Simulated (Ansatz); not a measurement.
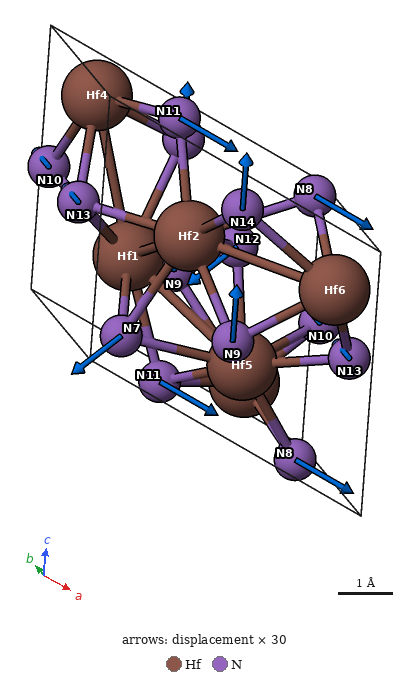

This is a relaxation of a crystal of Hf3N4 (set up in I-43d). The starting structure is drawn; blue arrows show the displacements, magnified 30 times.

The picture is a ball-and-stick view of the cell of the calculation, seen slightly off an axis.

Case: volume × 1.06, shape and atoms relaxed.

The calculation used DFT PBEsol, scalar-relativistic, plane waves, PAW in Ansatz. (plane-wave cutoff 420 eV; k-point mesh 6 × 6 × 6; occupations gaussian; smearing width 0.02 eV; no spin polarisation; atoms relaxed in a fixed cell; force threshold 0.01 eV/Å; at most 30 steps)

> Atoms of which element are displaced furthest, and by how much?

Nitrogen: up to 0.043 Å, against 0.000 Å for hafnium.

> Describe the change and its energy.

After 2 accepted moves (3 points after the start) the energy has fallen by 2.0 meV per atom. Largest force component: 0.096 eV/Å at the start, 0.0011 eV/Å at the end. 1 step only repeated the SCF at the same geometry. The largest moves, 0.043 Å, are those of N atoms. Hf stays in place. The cell doesn't change. Some distances before and after: Hf–N 2.471 → 2.500 Å, Hf–N 2.233 → 2.209 Å. The space group stays I-43d (No. 220). The run took 16 s on 4 threads of Oxide Virtual Turin-like Processor (Zen 5) (shared host), peak memory 0.82 GiB.
